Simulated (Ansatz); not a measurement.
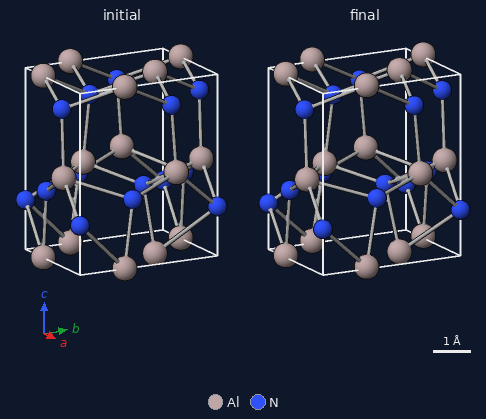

The structure of a defect cell of composition Al$_{6}$N$_{7}$ (cell charge −2) before (left) and after (right) a relaxation, at one scale.

Style: ball-and-stick. Shown: the cell of the calculation, reduced to other axes, slightly off an axis. Lengths and directions refer to the drawn axes.

Case: N interstitial, charge -2, atoms relaxed at the host's cell.

These are results of DFT PBE, scalar-relativistic, plane waves, PAW (Ansatz), not measurements.

Input
```yaml
crystal:
  lattice:
    - [0.0, 0.0, 5.0180433219]
    - [4.6953126299, -2.7108400108, 0.0]
    - [0.0, 5.4216800216, 0.0]
  atoms:
    - { symbol: Al, position: [0.4924583777, 0.2997294741, 0.2997294741], spin: 0.1 }
    - { symbol: Al, position: [0.4924583777, 0.0, 0.7002705259], spin: 0.1 }
    - { symbol: Al, position: [0.4924583777, 0.7002705259, 1.0], spin: 0.1 }
    - { symbol: Al, position: [1.0024689385, 0.0, 0.3254463623], spin: 0.1 }
    - { symbol: Al, position: [1.0024689385, 0.6745536377, 0.6745536377], spin: 0.1 }
    - { symbol: Al, position: [1.0024689385, 0.3254463623, 1.0], spin: 0.1 }
    - { symbol: "N", position: [0.86717718, 0.3347492948, 0.3347492948] }
    - { symbol: "N", position: [0.86717718, 0.0, 0.6652507052] }
    - { symbol: "N", position: [0.86717718, 0.6652507052, 1.0] }
    - { symbol: "N", position: [0.3766355171, 0.0, 0.3843258356], spin: 0.1 }
    - { symbol: "N", position: [0.3766355171, 0.6156741644, 0.6156741644], spin: 0.1 }
    - { symbol: "N", position: [0.3766355171, 0.3843258356, 1.0], spin: 0.1 }
    - { symbol: "N", position: [0.2721132936, 0.0, 0.0], spin: 0.1 }
  host:
    lattice:
      - [3.1302084199, 0.0, 0.0]
      - [-1.56510421, 2.7108400108, 0.0]
      - [0.0, 0.0, 5.0180433219]
    atoms:
      - { symbol: Al, position: [0.6666666667, 0.3333333333, 0.4992342259] }
      - { symbol: Al, position: [0.3333333333, 0.6666666667, 0.9992342259] }
      - { symbol: "N", position: [0.6666666667, 0.3333333333, 0.8807657741] }
      - { symbol: "N", position: [0.3333333333, 0.6666666667, 0.3807657741] }
total_charge: -2
basis:
  ecutwfc: 420
  xc_grid: 2
kpoints:
  mp_grid: { grid: [2, 2, 2], shift: [0.0, 0.0, 0.0] }
hamiltonian:
  xc: pbe
scf:
  occupations: { method: gaussian, width: 0.01 }
output:
  forces: true
  stress: false
  eigenvalues: true
  populations: true
  charged_corrections:
    defect_position: [0.20833333, 0.0, 0.0]
    epsilon: [[8.2944, 0.0, 0.0], [0.0, 8.2944, 0.0], [0.0, 0.0, 9.8365]]
  write_density: true
  write_potential: true
  elf: true
  volumetric_format: npy
magnetization:
  spin_polarized: true
relax:
  adjacent_minimum: "off"
  f_tol: 0.025
  max_steps: 45
```

Command:
```bash
ansatz run input.yaml --threads 4 --pin off --max-ram 8192MiB --backend cpu --events-out ev --progress --plain --runs-dir out
```

Summarise the run.

Answer. The largest move is that of N13, 0.094 Å along −c. By element the largest moves are N 0.094 Å, Al 0.064 Å. The lattice vectors keep their values. Some distances before and after: Al4–N13 2.224 → 2.105 Å, Al4–N8 1.963 → 2.014 Å, Al1–N7 1.890 → 1.920 Å, Al1–N11 1.809 → 1.785 Å. Bond angles that change, for instance: N11–Al2–N12 130.9° → 136.6°, N11–Al5–N13 62.2° → 67.2°, Al4–N7–Al6 105.9° → 101.7°. The energy falls by 0.410 eV per cell of the calculation in 4 accepted moves (5 points after the start). Largest force component: 1.7 eV/Å at the start, 0.015 eV/Å at the end. 1 step only repeated the SCF at the same geometry. The run took 6.9 s on 4 threads of Arm Neoverse V1, on a shared host, peak memory 0.41 GiB.

Limits of the set-up: the k-point mesh is coarse for a cell with partly filled bands; the periodic images lie only 5.0 Å apart, so the values are limited by the cell's size; the cell is charged, on a uniform background, and energies carry no finite-size correction.
